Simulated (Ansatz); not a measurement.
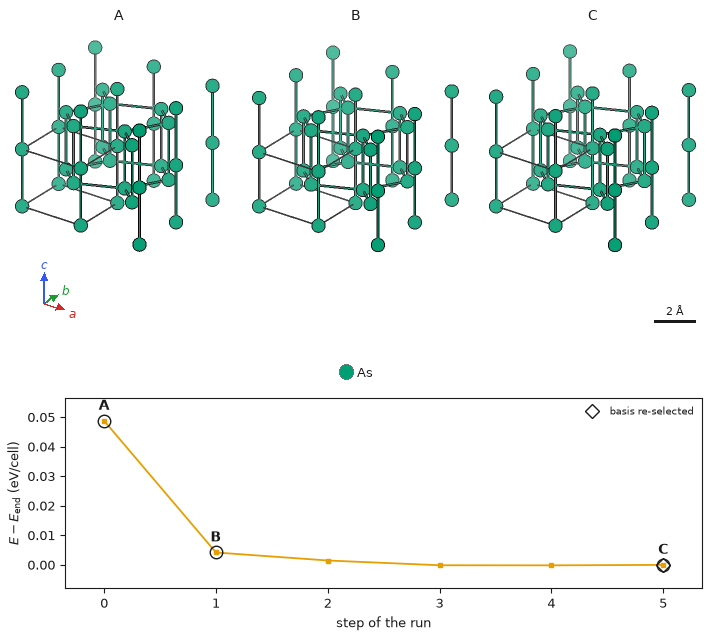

Frames of a relaxation of a crystal of As (a generated structure, set up in P6/mmm), marked on the history of the run. The picture is a ball-and-stick view of the cell of the calculation, repeated 2 × 2 × 2 with one cell outlined, seen slightly off an axis.

Phase: omega (AlB2-type).

These are results of Ansatz 0.2.0, DFT, LDA (PW92), plane waves (420 eV) with PAW, scalar-relativistic, not measurements. Set-up: plane-wave cutoff 420 eV; k-point mesh 8 × 8 × 11; occupations fermi dirac; smearing width 0.1 eV; no spin polarisation; cell and atoms relaxed; force threshold 0.01 eV/Å; at most 60 steps.

What happens along the run?

The atoms keep their places relative to the cell (all moves are under 0.005 Å). Cell: a = b 4.694 → 4.752 Å (+1.2 %), c 2.877 → 2.765 Å (−3.9 %). Volume −1.5 %. Among the contacts that change: As–As 2.877 → 2.765 Å, As–As 2.710 → 2.743 Å. The space group stays P6/mmm (No. 191). The energy falls by 48.8 meV per cell of the calculation in 4 accepted moves (5 points after the start). All forces vanish by symmetry, so only the cell relaxes. The pressure goes from −0.98 to 0.00 GPa. The SCF was repeated once at an unchanged geometry on a basis and grid sized afresh for the cell, which shifted the energy by 0.2 meV per cell of the calculation at most. The program noted that a PAW file was made for another functional than the run's. The run took 11 s on 2 threads of Intel(R) Xeon(R) Platinum 8488C (Sapphire Rapids) (shared host), peak memory 0.42 GiB. From step 0 to 1: volume −2.7 %, energy −44.6 meV per cell of the calculation. From step 1 to 5: volume +1.2 %, energy −4.2 meV per cell of the calculation.

| step | E − E(0), meV/atom | pressure, GPa | volume, Å³/atom | note |
| --- | --- | --- | --- | --- |
| 0 | 0.00 | -0.98 | 18.301 |  |
| 1 | -14.85 | 1.19 | 17.812 |  |
| 2 | -15.76 | -0.91 | 18.202 |  |
| 3 | -16.29 | 0.04 | 18.019 |  |
| 4 | -16.30 | 0.00 | 18.026 |  |
| 5 | -16.25 | 0.00 | 18.026 | same geometry, new basis |
